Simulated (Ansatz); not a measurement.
**TaN: single-point calculation (part 1 of 2)**

System: TaN (slab, 24 atoms in the cell).
Method: DFT PBE, scalar-relativistic, plane waves, PAW, no spin polarisation (Ansatz 0.2.0).

The structure derives from an entry of the Crystallography Open Database. It belongs to a series of runs on one base structure; here: the slab at its places in the relaxed adsorbed structure. Figures and captions count atoms from 1; the log counts them from 0 in places.

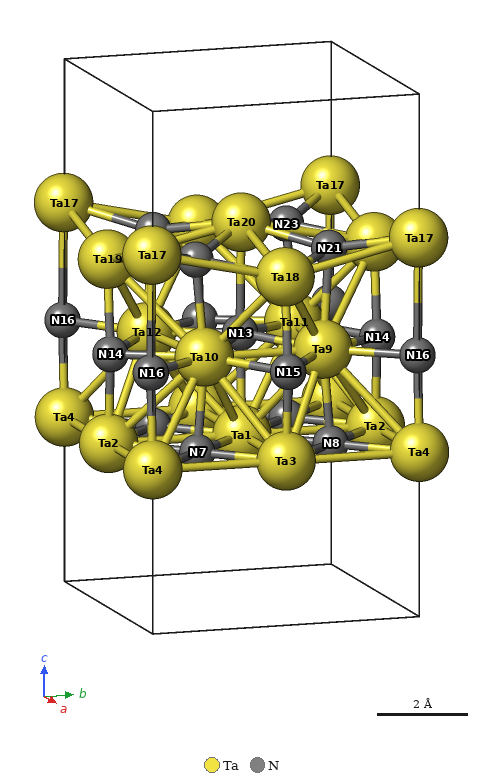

**Figure 1.** The structure as given in the input (ball-and-stick view of the cell of the calculation, with the vacuum cut short, seen slightly off an axis; atoms are numbered from 1 in the order of the input). An atom can appear more than once, as a periodic image.

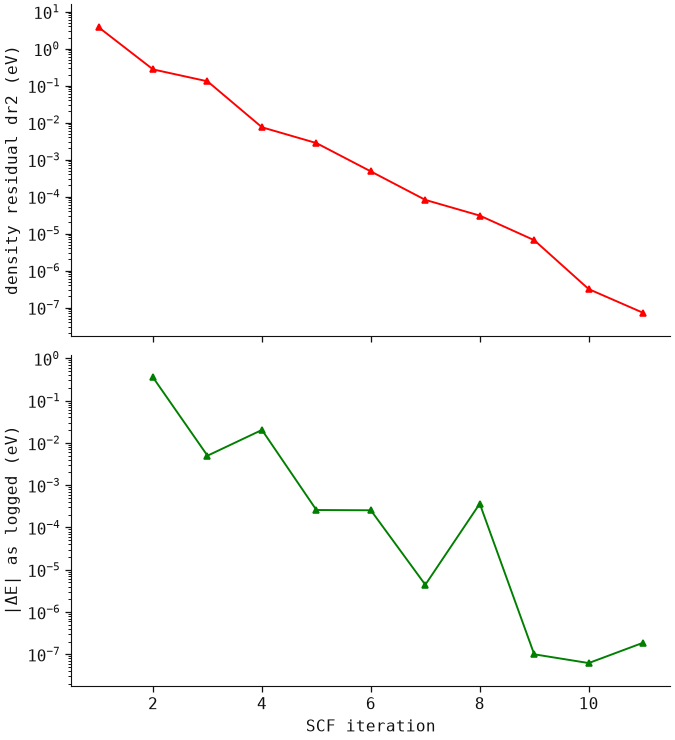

**Figure 2.** Convergence of the self-consistent field: density residual dr2 and size of the energy change against the SCF iteration. The residual falls at every step.

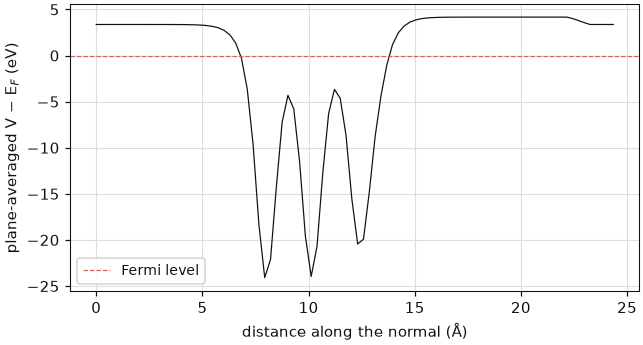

**Figure 3.** Plane average of the electrostatic potential energy of an electron across the cell, from the Fermi level. The vacuum level lies 4.17 eV above the Fermi level on the upper side and 3.37 eV on the lower.

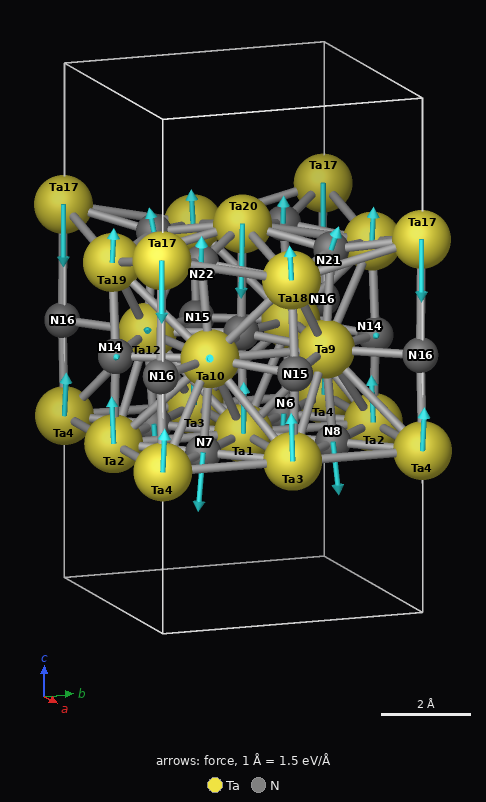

**Figure 4.** Forces on the atoms as teal arrows (ball-and-stick view of the cell of the calculation, with the vacuum cut short, seen slightly off an axis; atoms are numbered from 1 in the order of the input); the smallest are left out. The largest act on Ta20 (2.60 eV/Å); Ta17 (2.17 eV/Å); N6, N7 (2.04 eV/Å); N5 (1.92 eV/Å), among others. The geometry is not a stationary point of this energy.

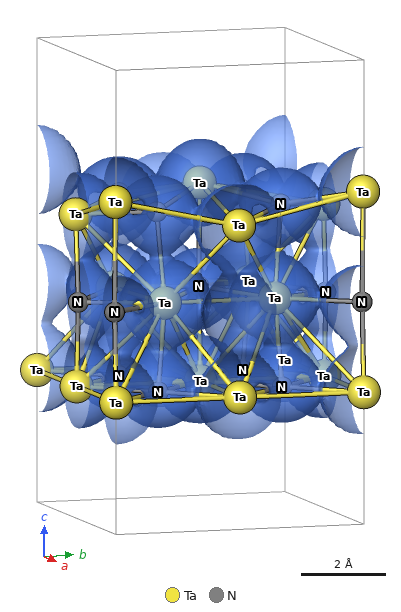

**Figure 5.** Isosurface of the valence electron density at 0.5 e/Å³ (blue), seen slightly off an axis. Sticks mark near contacts. At this value the density is joined into sheets; it holds about 75 % of the electrons treated as valence (semicore included). It is pinched off along the Ta–Ta (2.78 Å) contacts. On the grid the lowest density along these lines, outside the cores, is 0.76 e/Å³ (Ta–N, 2.07 Å), 0.39 e/Å³ (Ta–Ta, 2.78 Å), 0.66 e/Å³ (Ta–N, 2.12 Å) and 0.61 e/Å³ (Ta–N, 2.16 Å). Core electrons are frozen (PAW), so the fields are smoothed inside the atomic spheres.

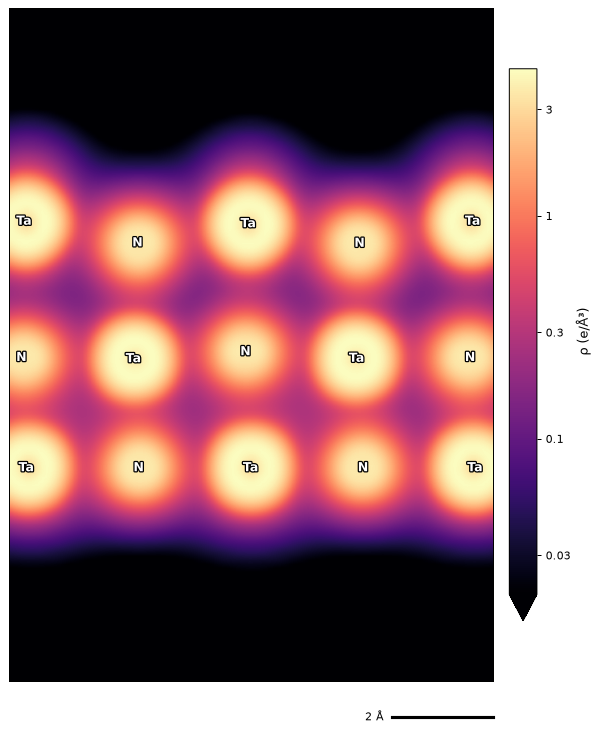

**Figure 6.** Valence electron density on the (11̄0) plane of the calculation cell, a cut from vacuum to vacuum. Atoms in the plane: Ta and N. Ta–N (2.18 Å): ρ is about 0.64 e/Å³ halfway. Ta–N (2.21 Å): the density is about 0.54 e/Å³ at the midpoint. Ta–N (2.21 Å): ρ is about 0.54 e/Å³ halfway. Ta–N (2.29 Å): ρ at the midpoint is about 0.49 e/Å³. The density dies away to nearly zero in the vacuum.

The input and output of the run follow.

## Input
```yaml
crystal:
  lattice:
    - [6.246962505, 0.0, 0.0]
    - [0.0, 6.246962505, 0.0]
    - [0.0, 0.0, 24.6229695491]
  atoms:
    - { symbol: Ta, position: [0.5, 0.5, 0.324899886] }
    - { symbol: Ta, position: [0.5, 0.0, 0.324899886] }
    - { symbol: Ta, position: [0.0, 0.5, 0.324899886] }
    - { symbol: Ta, position: [0.0, 0.0, 0.324899886] }
    - { symbol: "N", position: [0.25, 0.25, 0.324899886] }
    - { symbol: "N", position: [0.25, 0.75, 0.324899886] }
    - { symbol: "N", position: [0.75, 0.25, 0.324899886] }
    - { symbol: "N", position: [0.75, 0.75, 0.324899886] }
    - { symbol: Ta, position: [0.7520155634, 0.7204065743, 0.4124108351] }
    - { symbol: Ta, position: [0.7503846211, 0.2759502745, 0.4122394645] }
    - { symbol: Ta, position: [0.2512133345, 0.7766695681, 0.4121669052] }
    - { symbol: Ta, position: [0.2546243402, 0.2229056653, 0.4120918262] }
    - { symbol: "N", position: [0.4748765385, 0.5010929219, 0.4176689986] }
    - { symbol: "N", position: [0.5326883015, -0.003960648, 0.4086503227] }
    - { symbol: "N", position: [0.0319079475, 0.4973046478, 0.4085802741] }
    - { symbol: "N", position: [-0.0233539731, 0.000510838, 0.4130532784] }
    - { symbol: Ta, position: [-0.0103353759, 7.36346e-05, 0.5220060697] }
    - { symbol: Ta, position: [-0.015757704, 0.5012570421, 0.4936235232] }
    - { symbol: Ta, position: [0.4826211203, 0.0014454249, 0.4936428674] }
    - { symbol: Ta, position: [0.4890154803, 0.5003824442, 0.5200629149] }
    - { symbol: "N", position: [0.7358520857, 0.7486497389, 0.5043506145] }
    - { symbol: "N", position: [0.7424816377, 0.2456564515, 0.5019716971] }
    - { symbol: "N", position: [0.2365517985, 0.7526192138, 0.5025295469] }
    - { symbol: "N", position: [0.2415984255, 0.2529105924, 0.5047362087] }
basis:
  ecutwfc: 420
kpoints:
  mp_grid: { grid: [3, 3, 1] }
hamiltonian:
  xc: pbe
scf:
  occupations: { method: gaussian, width: 0.1 }
output:
  forces: true
  eigenvalues: true
  write_density: true
  volumetric_format: npy
efield:
  axis: 3
  dipole_correction: true
  ramp_width: 0.04
```

Run as:
```bash
ansatz run input.yaml --threads 4 --pin off --max-ram 10240MiB --backend cpu --events-out ev --progress --plain --runs-dir out
```

## The program's output
```
Engine: ansatz 0.2.0, aarch64-unknown-linux-gnu
Pseudopotentials: kind: paw
Pseudopotential: Ta, paw, valence charge 13, recommended cutoff 420 eV (normal), Ta.paw.azcp
Pseudopotential: N, paw, valence charge 5, recommended cutoff 420 eV (normal), N.paw.azcp
Functional definition: PBE
  parameter kappa = 0.804
  parameter beta = 0.06672455060314922
  exchange = pbe_x(kappa = kappa, mu = beta*pi^2/3)
  correlation = pbe_c(beta = beta)
Crystal: 24 atoms, lattice volume = 960.900 Å³
Basis set: ecut = 420 eV, 18847 PW (Γ), exchange–correlation on 90×90×360 points (8 copies of the dense FFT grid, shifted against one another)
Bands: 132, of which v1, the nominal top of the filled ones, is band 108 counted from 1 (107 counted from 0)
Symmetry: 1 space group operations
Space group: P1 (ITA 1), of the structure as read, at distance tolerance 9.9e-5 Å
k-points: 5 of 9 (time reversal used)
Non-local potential: Ta, projectors of the file, l = 0: 3, l = 1: 2, l = 2: 2, l = 3: 1
Non-local potential: N, projectors of the file, l = 0: 2, l = 1: 2, l = 2: 1
PAW form: soft (Blöchl's): semilocal exchange-correlation on the pseudo side does not see the compensation charge
PAW one-centre angular grid: Ta, 590 points (default); XC on 64 Gauss nodes
PAW one-centre angular grid: N, 110 points (default); XC on 64 Gauss nodes
Initial density: superposition of atomic densities (neutral atoms: chi_scale 0, normalization atom), corrected by the library's trained network
Initial wavefunctions: pseudopotential atomic-orbital guess
Functional: x = pbe(κ = 0.804, μ = 0.2195149727645171), c = pbe(β = 0.06672455060314922)
```
